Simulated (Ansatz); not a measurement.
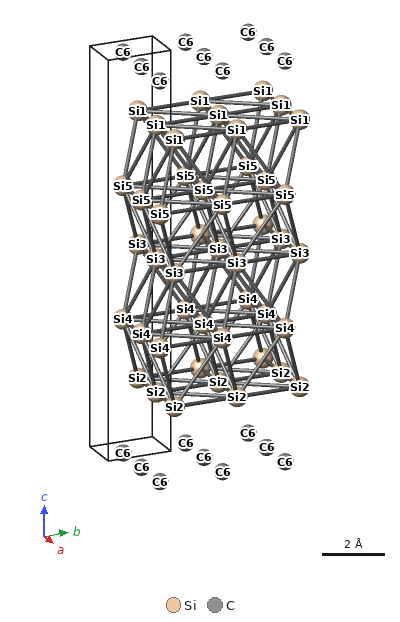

The input geometry of the first run (ball-and-stick view of the cell of the calculation, repeated 3 × 3 × 1, seen slightly off an axis; atoms are numbered from 1 in the order of the input). An atom can appear more than once, as a periodic image.

# Two runs on Si$_{5}$C

System: Si$_{5}$C (P-6m2, 6 atoms in the cell).
Method of the first run: DFT PBE, scalar-relativistic, plane waves, PAW, spin-polarised (Ansatz 0.2.0).

The structure was made by a generator, so it may or may not be a known phase. Text and figures count atoms from 1; the logs count them from 0 in places.

Input file, the first run:
```yaml
crystal:
  lattice:
    - [2.77651066, 0.0, 0.0]
    - [-1.38825533, 2.40452877, 0.0]
    - [0.0, 0.0, 13.30012258]
  atoms:
    - { symbol: Si, position: [0.33333333, 0.66666667, 0.83333333] }
    - { symbol: Si, position: [0.33333333, 0.66666667, 0.16666667] }
    - { symbol: Si, position: [0.33333333, 0.66666667, 0.5] }
    - { symbol: Si, position: [0.66666667, 0.33333333, 0.33333333] }
    - { symbol: Si, position: [0.66666667, 0.33333333, 0.66666667] }
    - { symbol: C, position: [0.66666667, 0.33333333, 0.0], spin: 1.0 }
basis:
  ecutwfc: 420
kpoints:
  mp_grid: { grid: [6, 6, 2] }
hamiltonian:
  xc: pbe
scf:
  occupations: { method: gaussian, width: 0.1 }
  lower_state_search: "off"
output:
  forces: true
  stress: true
  eigenvalues: true
  populations: true
magnetization:
  spin_polarized: true
```

Command:
```bash
ansatz run input.yaml --threads 1 --pin off --max-ram 2560MiB --backend cpu --events-out ev --progress --plain --runs-dir out
```

Hardware: 1 thread of Intel Xeon @ 2.50GHz (Skylake/Cascade Lake), 189 GiB of memory available, shared host.

Output, shortened to warnings, some set-up lines, iterations and results (the first run):
```
WARN: the starting moments were not kept: the SCF closed with an absolute magnetisation of 1.0e-5 μB, where they sum to 1 μB in size (1 site). That is at most 0.1 of that sum. Measured as dr2_m measures the in/out step, that magnetisation stands 5.0e-12 eV from none, at or under the dr2_threshold of 1.0e-7 eV: it is no larger than a step whose dr2_m would equal this threshold. The system may hold …
Basis set: ecut = 420 eV, 1749 PW (Γ), exchange–correlation on 40×40×180 points (8 copies of the dense FFT grid, shifted against one another)
Symmetry: 12 space group operations
k-points: 14 of 72 (time reversal used)
Initial density: superposition of atomic densities (chi_scale 0.1, normalization cell, long waves 88 % of neutral atoms (reshape's long-wave potential 1.88 eV rms, cloud 1.87 Å wide))
[...]
SCF iter   1: F=—  HF=-3422.672323 eV  |F-HF|=—  |Δ(HF+E_count)|=         —  Δρ=2.77e-2 (↑2.77e-2 ↓1.18e-2)  dr2=1.17e1  dr2_m=1.02e-1  M=0.448 μB ∫|m|=0.535 μB  β_m=0.30  …
SCF iter   2: F=—  HF=-3422.316835 eV  |F-HF|=—  |Δ(HF+E_count)|=   3.55e-1  Δρ=1.55e-2 (↑1.55e-2 ↓9.21e-3)  dr2=3.43e0  dr2_m=5.05e-2  M=0.424 μB ∫|m|=0.516 μB  β_m=0.30  …
SCF iter   3: F=—  HF=-3422.305960 eV  |F-HF|=—  |Δ(HF+E_count)|=   1.09e-2  Δρ=1.43e-2 (↑7.26e-3 ↓1.43e-2)  dr2=4.02e0  dr2_m=5.02e-2  M=0.232 μB ∫|m|=0.401 μB  β_m=0.30  …
SCF iter   4: F=—  HF=-3422.379622 eV  |F-HF|=—  |Δ(HF+E_count)|=   7.37e-2  Δρ=1.24e-2 (↑1.24e-2 ↓6.02e-3)  dr2=5.16e0  dr2_m=2.63e-2  M=0.285 μB ∫|m|=0.383 μB  β_m=0.30  …
SCF iter   5: F=—  HF=-3422.198252 eV  |F-HF|=—  |Δ(HF+E_count)|=   1.81e-1  Δρ=6.81e-3 (↑6.81e-3 ↓4.40e-3)  dr2=1.16e-1  dr2_m=2.43e-2  M=0.167 μB ∫|m|=0.320 μB  β_m=0.30  …
[... 15 lines ...]
SCF iter  21: F=-3422.237880 eV  HF=-3422.237880 eV  |F-HF|=1.49e-9  |Δ(HF+E_count)|=   1.09e-7  Δρ=1.80e-6 (↑1.59e-6 ↓1.80e-6)  dr2=5.50e-9  dr2_m=1.86e-9  M=0.000 μB …
SCF iter  22: F=-3422.237880 eV  HF=-3422.237880 eV  |F-HF|=1.72e-8  |Δ(HF+E_count)|=   4.93e-9  Δρ=7.63e-7 (↑7.63e-7 ↓5.06e-7)  dr2=1.78e-8  dr2_m=1.19e-10  M=0.000 μB …
SCF iter  23: F=-3422.237880 eV  HF=-3422.237880 eV  |F-HF|=3.73e-9  |Δ(HF+E_count)|=  1.86e-10  Δρ=3.83e-7 (↑3.83e-7 ↓3.44e-7)  dr2=3.93e-9  dr2_m=6.21e-11  M=0.000 μB …
SCF iter  24: F=-3422.237880 eV  HF=-3422.237880 eV  |F-HF|=4.39e-10  |Δ(HF+E_count)|=  2.27e-11  Δρ=2.00e-7 (↑1.41e-7 ↓2.00e-7)  dr2=4.91e-10  dr2_m=2.01e-11  M=0.000 μB …
SCF 1 converged in 24 iterations: F = -3422.237880 eV  dr2 = 4.91e-10
SCF converged after 24 iterations
Magnetization: 0.0000 μB (12.0000 up, 12.0000 down)
Absolute magnetization: 0.0000 μB (∫|ρ↑−ρ↓|, with the PAW one-centre terms)
Spin contamination: 0.0000 ħ² per cell (⟨S²⟩ above its minimum at these occupations)
Per-site moments (μB) at R_I (Å): [(7.158018672827846e-8, 1.1284247777770593), (7.158018672830578e-8, 1.128424777777059), (1.9182698855992286e-6, 1.1284248222335638), (1.1747545747269547e-6, 1.128424777777059), (1.1747545747152697e-6, 1.1284247777770593), (-6.674363575424732e-8, 1.1284248222335638)]
Free energy (F): -3422.237880 eV
Harris-Foulkes:  -3422.237880 eV  (|F-HF|=4.39e-10)
Internal energy: -3422.227070 eV  (E = F + TS)
E sigma→0 (E₀):  -3422.232475 eV
Entropy (-TS):   -0.010810 eV (-1.802 meV/atom)
Fermi energy:    8.958262 eV
--- Per-component energies (eV) ---
  E_band       = 85.968871
  E_kinetic    = 270.897862
  E_local      = -75.126611  (includes V_loc(G=0)·N_el)
  E_nonlocal   = 154.341092
  E_hartree    = 19.062282
  E_xc         = -321.235968
  E_vxc        = -289.441138  (∫ρ·V_xc dr)
  E_paw        = -2657.142059  (= ΣΔE_a)
  E_vpaw       = -12.826942  (= ΣTr[D̂ρ^β])
  E_aug_tail   = 0.000037  (compensation charges beyond the density's cutoff)
  E_ewald      = -813.023705
  E_smearing   = -0.010810  (= −TS)
  E_closure    = 0.000000  (closes the sum)
  Σ components = -3422.237880   (vs F -3422.237880, Δ=0.00e0)
--- Forces (eV/Å), atoms counted from 1 ---
  atom   1  Si     0.00000000    -0.00000000     1.38673732
  atom   2  Si     0.00000000    -0.00000000    -1.38673732
  atom   3  Si     0.00000000    -0.00000000     0.00000000
  atom   4  Si     0.00000000     0.00000000     0.17991403
  atom   5  Si     0.00000000     0.00000000    -0.17991403
  atom   6  C      0.00000000     0.00000000     0.00000000
  max |Σ_I F_I| component: 2.22e-16 eV/Å
--- Stress (GPa, compression-positive) ---
       -4.785470       0.000000       0.000000
        0.000000      -4.785470       0.000000
        0.000000       0.000000     -16.425058
  P = ⅓ Tr σ = -8.6653 GPa (-86.653 kbar)
--- Löwdin populations: 6 sites ---
  site symbol       q [e]    m [muB]
     0     Si      3.7441     0.0000
     1     Si      3.7441     0.0000
     2     Si      3.9102     0.0000
     3     Si      3.9097     0.0000
     4     Si      3.9097     0.0000
     5      C      4.3135    -0.0000
  spilling = 0.019531 (of n_electrons = 24.000000)
```

For the second run the input was changed thus:
```diff
-    - { symbol: C, position: [0.66666667, 0.33333333, 0.0], spin: 1.0 }
+    - { symbol: C, position: [0.66666667, 0.33333333, 0.0] }
-  populations: true
-magnetization:
-  spin_polarized: true
```

What does this change do to the results?

The energy is the same within 0.01 meV per atom. The SCF takes 7 iterations against 24. On the same kind of shared host the second run took about 0.23 times as long. The two runs start from different initial densities, which also moves the count.

Output, shortened to warnings, some set-up lines, iterations and results (the second run):
```
Basis set: ecut = 420 eV, 1749 PW (Γ), exchange–correlation on 40×40×180 points (8 copies of the dense FFT grid, shifted against one another)
Symmetry: 12 space group operations
k-points: 14 of 72 (time reversal used)
Initial density: superposition of atomic densities (neutral atoms: chi_scale 0, normalization atom), corrected by the library's trained network
[...]
SCF iter   1: F=—  HF=-3422.238473 eV  |F-HF|=—  |Δ(HF+E_count)|=         —  Δρ=3.54e-3  dr2=2.24e-2  ethr=1.77e-3  ⟨swp⟩=6.7  Hψ=3413  notcnv=0  defer=19
SCF iter   2: F=—  HF=-3422.237753 eV  |F-HF|=—  |Δ(HF+E_count)|=   7.20e-4  Δρ=1.59e-3  dr2=6.54e-3  ethr=9.35e-5  ⟨swp⟩=1.0  Hψ=448  notcnv=0  defer=23
SCF iter   3: F=—  HF=-3422.237739 eV  |F-HF|=—  |Δ(HF+E_count)|=   1.36e-5  Δρ=8.69e-4  dr2=1.31e-3  ethr=2.73e-5  ⟨swp⟩=1.1  Hψ=253  notcnv=0  defer=23
SCF iter   4: F=—  HF=-3422.237806 eV  |F-HF|=—  |Δ(HF+E_count)|=   6.70e-5  Δρ=3.30e-4  dr2=1.13e-4  ethr=5.44e-6  ⟨swp⟩=1.0  Hψ=252  notcnv=0  defer=23
SCF iter   5: F=—  HF=-3422.237818 eV  |F-HF|=—  |Δ(HF+E_count)|=   1.21e-5  Δρ=7.06e-5  dr2=1.09e-5  ethr=4.72e-7  ⟨swp⟩=1.1  Hψ=263  notcnv=0  defer=23
SCF iter   6: F=—  HF=-3422.237880 eV  |F-HF|=—  |Δ(HF+E_count)|=   6.15e-5  Δρ=1.57e-5  dr2=6.23e-7  ethr=4.54e-8  ⟨swp⟩=1.3  Hψ=274  notcnv=0  defer=23
SCF iter   7: F=-3422.237880 eV  HF=-3422.237880 eV  |F-HF|=4.22e-8  |Δ(HF+E_count)|=   9.40e-9  Δρ=3.53e-6  dr2=4.99e-8  ethr=4.17e-10  ⟨swp⟩=9.2  Hψ=1673  notcnv=0
SCF 1 converged in 7 iterations: F = -3422.237880 eV  dr2 = 4.99e-8
SCF converged after 7 iterations
Free energy (F): -3422.237880 eV
Harris-Foulkes:  -3422.237880 eV  (|F-HF|=4.22e-8)
Internal energy: -3422.227068 eV  (E = F + TS)
E sigma→0 (E₀):  -3422.232474 eV
Entropy (-TS):   -0.010811 eV (-1.802 meV/atom)
Fermi energy:    8.958261 eV
--- Per-component energies (eV) ---
  E_band       = 85.968693
  E_kinetic    = 270.898284
  E_local      = -75.127614  (includes V_loc(G=0)·N_el)
  E_nonlocal   = 154.341173
  E_hartree    = 19.062874
  E_xc         = -321.236007
  E_vxc        = -289.441189  (∫ρ·V_xc dr)
  E_paw        = -2657.142109  (= ΣΔE_a)
  E_vpaw       = -12.826988  (= ΣTr[D̂ρ^β])
  E_aug_tail   = 0.000037  (compensation charges beyond the density's cutoff)
  E_ewald      = -813.023705
  E_smearing   = -0.010811  (= −TS)
  E_closure    = -0.000000  (closes the sum)
  Σ components = -3422.237880   (vs F -3422.237880, Δ=0.00e0)
--- Forces (eV/Å), atoms counted from 1 ---
  atom   1  Si    -0.00000000    -0.00000000     1.38680092
  atom   2  Si     0.00000000    -0.00000000    -1.38680092
  atom   3  Si     0.00000000     0.00000000     0.00000000
  atom   4  Si    -0.00000000     0.00000000     0.17988974
  atom   5  Si    -0.00000000     0.00000000    -0.17988974
  atom   6  C      0.00000000     0.00000000     0.00000000
  max |Σ_I F_I| component: 1.94e-16 eV/Å
--- Stress (GPa, compression-positive) ---
       -4.785535       0.000000       0.000000
       -0.000000      -4.785535       0.000000
        0.000000       0.000000     -16.424772
  P = ⅓ Tr σ = -8.6653 GPa (-86.653 kbar)
```

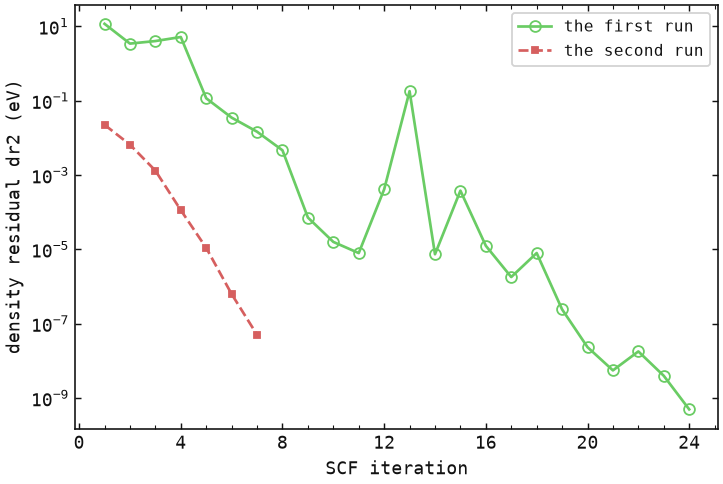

Convergence of the two runs: density residual dr2 against the SCF iteration. The first run takes 24 iterations in all, and the second run takes 7.

The two runs side by side:

| quantity | the first run | the second run |
| --- | --- | --- |
| outcome | converged | converged |
| free energy per atom (eV) | −570.3730 | −570.3730 |
| energy per atom, smearing taken to zero (eV) | −570.3721 | −570.3721 |
| gap on the mesh (eV) | 0.00 | 0.00 |
| net moment of the cell (μB) | 0.00 | – |
| absolute moment of the cell (μB) | 0.00 | – |
| pressure (GPa) | −8.67 | −8.67 |
| largest force (eV/Å) | 1.387 | 1.387 |
| SCF iterations | 24 | 7 |
| irreducible k-points | 14 | 14 |
| plane waves at Γ | 1749 | 1749 |
| wall time (shared host) | 20 s | 4.7 s |

For the first run: Warnings: some starting moments were not kept.
